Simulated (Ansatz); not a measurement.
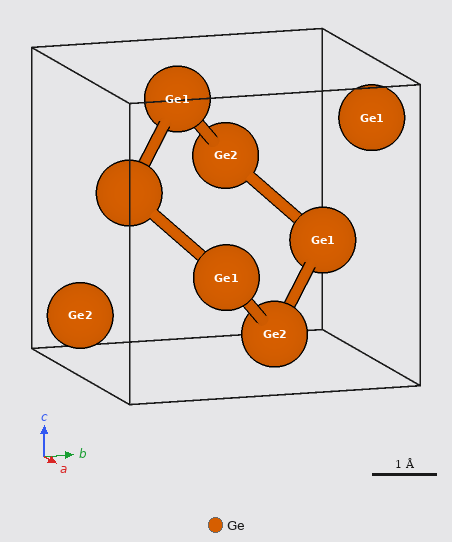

Figure 1. The structure as given in the input (ball-and-stick view of the cell 4 times as large as that of the calculation, set on its symmetry axes, seen slightly off an axis; atoms are numbered from 1 in the order of the input). Near neighbours in the crystal (not all of them lie inside the picture): Ge has 4 Ge at 2.10 Å.

# Ge: one change and its effect

System: Ge (2 atoms in the cell).
Method of the first run: DFT, PBE, norm-conserving pseudopotentials, Ansatz's default files, scalar-relativistic, no spin polarisation (Ansatz 0.2.0).

Its volume is 0.60 times that of the source entry. Text and figures count atoms from 1; the logs count them from 0 in places.

**Input, the first run**
```yaml
crystal:
  lattice:
    - [0.0, 2.4300537139, 2.4300537139]
    - [2.4300537139, 0.0, 2.4300537139]
    - [2.4300537139, 2.4300537139, 0.0]
  atoms:
    - { symbol: Ge, position: [-0.125, -0.125, -0.125] }
    - { symbol: Ge, position: [0.125, 0.125, 0.125] }
kpoints:
  mp_grid: { grid: [11, 11, 11] }
scf:
  occupations: { method: fermi_dirac, width: 0.08 }
hamiltonian:
  xc: pbe
  pseudopotentials: { kind: nc }
output:
  forces: true
  stress: true
  eigenvalues: true
```

Launched with:
```bash
ansatz run input.yaml --threads 1 --pin off --max-ram 2048MiB --backend cpu --events-out ev --progress --plain --runs-dir out
```

Hardware: 1 thread of Intel Xeon (Granite Rapids), 32 GiB of memory available, shared host.

**Output, shortened to warnings, some set-up lines, iterations and results (the first run)**
```
Basis set: ecut = 1061.244064 eV, 2229 PW (Γ), exchange–correlation on 80×80×80 points (8 copies of the dense FFT grid, shifted against one another)
Symmetry: 48 space group operations
k-points: 56 of 1331
Initial density: superposition of atomic densities (chi_scale 0.1, normalization cell)
[...]
SCF iter   1: F=—  HF=-4857.661482 eV  |F-HF|=—  |Δ(HF+E_count)|=         —  Δρ=6.35e-2  dr2=8.34e-1  ethr=3.10e-3  ⟨swp⟩=6.2  Hψ=5535  notcnv=0
SCF iter   2: F=—  HF=-4857.527767 eV  |F-HF|=—  |Δ(HF+E_count)|=   1.34e-1  Δρ=3.88e-2  dr2=3.78e-1  ethr=2.98e-3  ⟨swp⟩=1.0  Hψ=1456  notcnv=0
SCF iter   3: F=—  HF=-4857.437376 eV  |F-HF|=—  |Δ(HF+E_count)|=   9.04e-2  Δρ=7.16e-3  dr2=1.87e-2  ethr=1.35e-3  ⟨swp⟩=3.0  Hψ=2001  notcnv=0
SCF iter   4: F=—  HF=-4857.437017 eV  |F-HF|=—  |Δ(HF+E_count)|=   3.60e-4  Δρ=2.24e-3  dr2=8.50e-4  ethr=6.69e-5  ⟨swp⟩=3.0  Hψ=2006  notcnv=0
SCF iter   5: F=—  HF=-4857.437625 eV  |F-HF|=—  |Δ(HF+E_count)|=   6.09e-4  Δρ=5.14e-4  dr2=2.99e-5  ethr=3.04e-6  ⟨swp⟩=2.0  Hψ=1237  notcnv=0
SCF iter   6: F=—  HF=-4857.437656 eV  |F-HF|=—  |Δ(HF+E_count)|=   3.07e-5  Δρ=4.97e-5  dr2=3.45e-7  ethr=1.07e-7  ⟨swp⟩=2.0  Hψ=1790  notcnv=0
SCF iter   7: F=-4857.437657 eV  HF=-4857.437657 eV  |F-HF|=2.02e-8  |Δ(HF+E_count)|=   1.40e-6  Δρ=6.74e-6  dr2=6.03e-9  ethr=3.57e-10  ⟨swp⟩=7.2  Hψ=5007  notcnv=0
SCF 1 converged in 7 iterations: F = -4857.437657 eV  dr2 = 6.03e-9
SCF converged after 7 iterations
Free energy (F): -4857.437657 eV
Harris-Foulkes:  -4857.437657 eV  (|F-HF|=2.02e-8)
Internal energy: -4857.433084 eV  (E = F + TS)
E sigma→0 (E₀):  -4857.435371 eV
Entropy (-TS):   -0.004574 eV (-2.287 meV/atom)
Fermi energy:    17.619658 eV
--- Per-component energies (eV) ---
  E_band       = -82.379431
  E_kinetic    = 3655.326124
  E_local      = -3576.946565  (includes V_loc(G=0)·N_el)
  E_nonlocal   = -1866.230812
  E_hartree    = 1254.640628
  E_xc         = -1196.035537
  E_vxc        = -803.811137  (∫ρ·V_xc dr)
  E_ewald      = -3128.186921
  E_smearing   = -0.004574  (= −TS)
  E_closure    = 0.000000  (closes the sum)
  Σ components = -4857.437657   (vs F -4857.437657, Δ=0.00e0)
--- Forces (eV/Å), atoms counted from 1 ---
  atom   1  Ge     0.00000000     0.00000000     0.00000000
  atom   2  Ge     0.00000000     0.00000000     0.00000000
  max |Σ_I F_I| component: 2.04e-16 eV/Å
--- Stress (GPa, compression-positive) ---
       98.069753      -0.000000      -0.000000
        0.000000      98.069753       0.000000
        0.000000      -0.000000      98.069753
  P = ⅓ Tr σ = 98.0698 GPa (980.698 kbar)
```

The second run used a changed input.

**The two runs side by side**

| quantity | the first run | the second run |
| --- | --- | --- |
| outcome | converged | converged |
| free energy per atom (eV) | −2428.7188 | −57114.4819 |
| energy per atom, smearing taken to zero (eV) | −2428.7177 | −57114.4807 |
| pressure (GPa) | 98.07 | 97.47 |
| largest force (eV/Å) | 0.000 | 0.000 |
| SCF iterations | 7 | 9 |
| irreducible k-points | 56 | 56 |
| plane waves at Γ | 2229 | 645 |
| wall time (shared host) | 2 s | 5 s |

What was changed in the input?

The change (lines with − go, lines with + come):
```diff
-  pseudopotentials: { kind: nc }
+  pseudopotentials: { kind: all_electron, datasets: crystal }
```

The total energies belong to different models, so their difference says nothing on which is more stable or more accurate. The pressure goes from 98.07 to 97.47 GPa. The SCF takes 9 iterations against 7. The plane waves at Γ go from 2229 to 645. The two runs start from different initial densities, which also moves the count.

**Output, shortened to warnings, some set-up lines, iterations and results (the second run)**
```
Basis set: ecut = 460 eV, 645 PW (Γ), exchange–correlation on 50×50×50 points (8 copies of the dense FFT grid, shifted against one another)
Symmetry: 48 space group operations
k-points: 56 of 1331
Initial density: superposition of atomic densities (neutral atoms: chi_scale 0, normalization atom)
[...]
SCF iter   1: F=—  HF=-114229.143379 eV  |F-HF|=—  |Δ(HF+E_count)|=         —  Δρ=6.09e-2  dr2=8.37e-1  ethr=3.01e-3  ⟨swp⟩=2.8  Hψ=5095  notcnv=0
SCF iter   2: F=—  HF=-114229.055362 eV  |F-HF|=—  |Δ(HF+E_count)|=   8.80e-2  Δρ=4.09e-2  dr2=4.01e-1  ethr=2.99e-3  ⟨swp⟩=2.0  Hψ=2016  notcnv=0
SCF iter   3: F=—  HF=-114228.968809 eV  |F-HF|=—  |Δ(HF+E_count)|=   8.66e-2  Δρ=9.78e-3  dr2=4.08e-2  ethr=1.43e-3  ⟨swp⟩=2.3  Hψ=2034  notcnv=0  defer=1
SCF iter   4: F=—  HF=-114228.964092 eV  |F-HF|=—  |Δ(HF+E_count)|=   4.72e-3  Δρ=5.44e-3  dr2=1.05e-2  ethr=1.46e-4  ⟨swp⟩=3.0  Hψ=2708  notcnv=0
SCF iter   5: F=—  HF=-114228.962293 eV  |F-HF|=—  |Δ(HF+E_count)|=   1.80e-3  Δρ=2.64e-3  dr2=2.65e-3  ethr=3.75e-5  ⟨swp⟩=2.0  Hψ=1805  notcnv=0
SCF iter   6: F=—  HF=-114228.963713 eV  |F-HF|=—  |Δ(HF+E_count)|=   1.42e-3  Δρ=6.06e-4  dr2=1.14e-4  ethr=4.09e-7  ⟨swp⟩=2.0  Hψ=4271  notcnv=0
SCF iter   7: F=—  HF=-114228.963731 eV  |F-HF|=—  |Δ(HF+E_count)|=   1.80e-5  Δρ=1.58e-4  dr2=6.14e-6  ethr=4.09e-7  ⟨swp⟩=3.0  Hψ=2038  notcnv=0
SCF iter   8: F=—  HF=-114228.963732 eV  |F-HF|=—  |Δ(HF+E_count)|=   1.51e-6  Δρ=2.02e-5  dr2=8.86e-8  ethr=2.19e-8  ⟨swp⟩=3.0  Hψ=2083  notcnv=0
SCF iter   9: F=-114228.963732 eV  HF=-114228.963732 eV  |F-HF|=1.82e-9  |Δ(HF+E_count)|=   1.26e-7  Δρ=2.90e-6  dr2=1.41e-9  ethr=3.16e-10  ⟨swp⟩=3.0  Hψ=2346  notcnv=0
SCF 1 converged in 9 iterations: F = -114228.963730 eV  dr2 = 1.41e-9
  Residual-converged pass: ⟨swp⟩=3.0  Hψ=2057  notcnv=0  max |occ|·‖R‖ = 5.0e-6 eV (tolerance 5.3e-6 eV)  dr2=1.44e-9  dr2_onsite=1.76e-9  max |Δocc| = 5.7e-9
SCF converged after 9 iterations
Free energy (F): -114228.963730 eV
Harris-Foulkes:  -114228.963730 eV  (|F-HF|=1.82e-9)
Internal energy: -114228.959219 eV  (E = F + TS)
E sigma→0 (E₀):  -114228.961474 eV
Entropy (-TS):   -0.004511 eV (-2.256 meV/atom)
Past the cutoff: the bands carry plane waves up to 1.75 times it, of which those up to 1.5 times it add -0.000224 eV an atom, each by itself; the spheres take 0.000359 eV an atom off the energy for waves past 1.75 times it
By the cutoff:   a pressure is off by up to 0.010 GPa (1.2 times the spheres' own share and the shells' term, over an atom's volume, and 0.004 GPa: a bound that held against runs at twice the plane waves)
Past the cutoffs: a stress includes 0.0046 GPa for waves and charges beyond them, in addition to the slope of what the spheres take
In the spheres:  the bands' charges fall short by 4.4e-7 e at most (sound up to 1e-3), those of shells solved beside the bands by 2.5e-8 e (sound up to 5e-4)
Fermi energy:    18.295690 eV
--- Per-component energies (eV) ---
  E_band       = -60.743133
  E_kinetic    = 279.998546
  E_local      = -10280.100933  (includes V_loc(G=0)·N_el)
  E_nonlocal   = -206.285188
  E_hartree    = 4917.484868
  E_xc         = -125.924644
  E_vxc        = -155.434589  (∫ρ·V_xc dr)
  E_paw        = -120458.749209  (= ΣΔE_a)
  E_vpaw       = -18903.216141  (= ΣTr[D̂ρ^β])
  E_ewald      = -7724.706479
  E_smearing   = -0.004511  (= −TS)
  E_closure    = 19369.323820  (closes the sum)
  Σ components = -114228.963730   (vs F -114228.963730, Δ=1.46e-11)
  The terms above E_closure are by the made datasets' own strengths, without shells solved beside the bands.
--- Forces (eV/Å), atoms counted from 1 ---
  atom   1  Ge     0.00000000    -0.00000000     0.00000000
  atom   2  Ge    -0.00000000    -0.00000000     0.00000000
  max |Σ_I F_I| component: 8.20e-18 eV/Å
--- Stress (GPa, compression-positive) ---
       97.472749      -0.000000       0.000000
       -0.000000      97.472749      -0.000000
       -0.000000       0.000000      97.472749
  P = ⅓ Tr σ = 97.4727 GPa (974.727 kbar)
  It holds what live shells' own plane waves past their cutoff add
```

For the first run: The cell is under a pressure of 98 GPa at this level, so it is not at its equilibrium volume. For the second run: The cell is under a pressure of 97 GPa at this level, so it is not at its equilibrium volume.
